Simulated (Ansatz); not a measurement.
Consider CoSn3.

The calculation's input:

```
crystal:
  lattice:
    - [4.5527005621, 0.0, 0.0]
    - [0.0, 4.5527005621, 0.0]
    - [0.0, 0.0, 4.5527005621]
  atoms:
    - { symbol: Sn, position: [0.0, 0.5, 0.5] }
    - { symbol: Sn, position: [0.5, 0.0, 0.5] }
    - { symbol: Sn, position: [0.5, 0.5, 0.0] }
    - { symbol: Co, position: [0.0, 0.0, 0.0] }
basis:
  ecutwfc: 500
kpoints:
  mp_grid: { grid: [10, 10, 10] }
hamiltonian:
  xc: r2scan
scf:
  occupations: { method: gaussian, width: 0.1 }
  lower_state_search: "off"
output:
  forces: true
  stress: true
  eigenvalues: true
  write_density: true
  write_potential: true
  elf: true
  volumetric_format: npy
```

Run with:

```sh
ansatz run input.yaml --threads 1 --pin off --max-ram 2560MiB --backend cpu --events-out ev --progress --plain --runs-dir out
```

Below, planes, directions and counts refer to the conventional cell (a = 4.55 Å, b = 4.55 Å, c = 4.55 Å, α = 90.00°, β = 90.00°, γ = 90.00°).

Space group Pm-3m; started from the Cu3Au (L1_2) prototype, which need not be the ambient phase; computed pressure about −6 GPa in this cell; computed without spin polarisation.

The calculation used DFT r2SCAN, scalar-relativistic, plane waves, PAW (Ansatz 0.2.0).

Q: What can the converged valence pseudo-density and electron localisation function tell about the bonding?

A: Co–Sn (3.22 Å): the density is about 0.14 e/Å³ at the midpoint; the ELF is about 0.35 at the midpoint: no shared electron pair shows on this line.

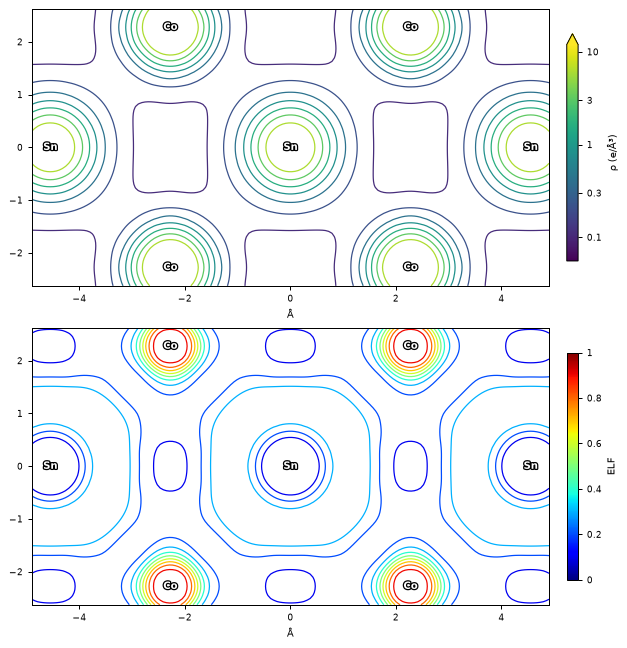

Computed valence pseudo-density and electron localisation function on the (010) plane of the conventional cell, in this order. 

Core electrons are frozen (PAW), and the valence fields are smoothed inside the atomic spheres.
